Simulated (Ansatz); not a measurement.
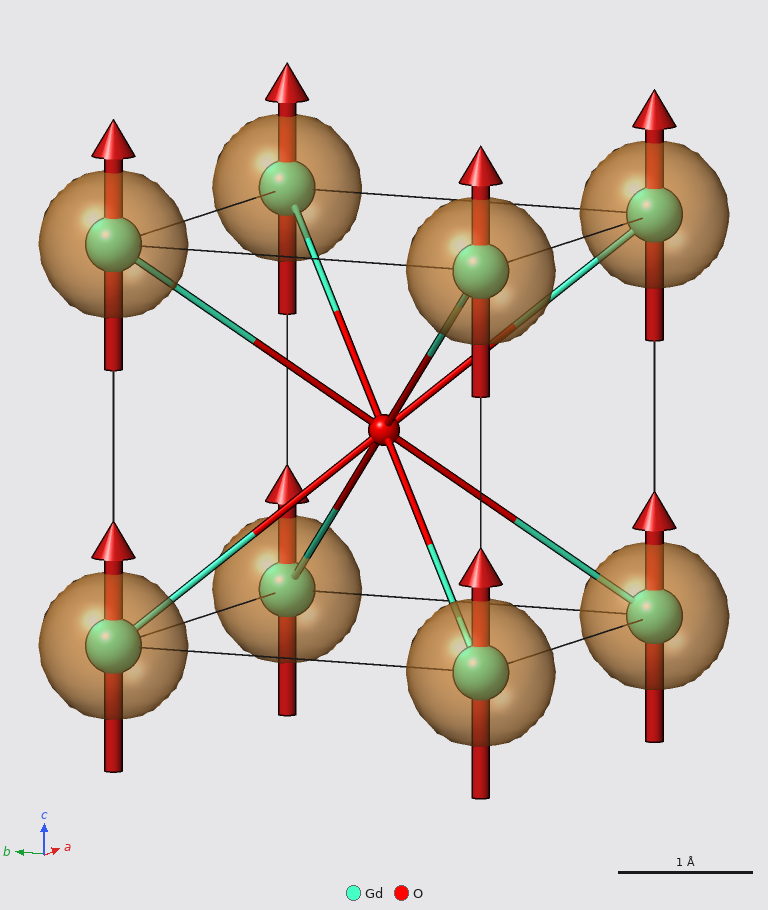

The picture shows: GdO. Isosurface of the size of the magnetisation density at 3 e/Å³ (orange), with the spin moments of the magnetic sites as arrows; seen at an oblique angle.

Space group Pm-3m; started from the CsCl prototype, which need not be the ambient phase; Hubbard U of 6 eV on Gd f only.

These are results of DFT PBE+U, spin-orbit coupling, plane waves, PAW in Ansatz, not measurements.

```
Gd O
1.0
     3.03252    0.00000    0.00000
     0.00000    3.03252    0.00000
     0.00000    0.00000    3.03252
Gd O
1 1
Direct
  0.00000 0.00000 0.00000
  0.50000 0.50000 0.50000
```

Question: Describe the magnetic structure.

Answer: Spin moments: Gd 6.9 μB. There is one magnetic site in the cell, along [0 0 1] of the cell.
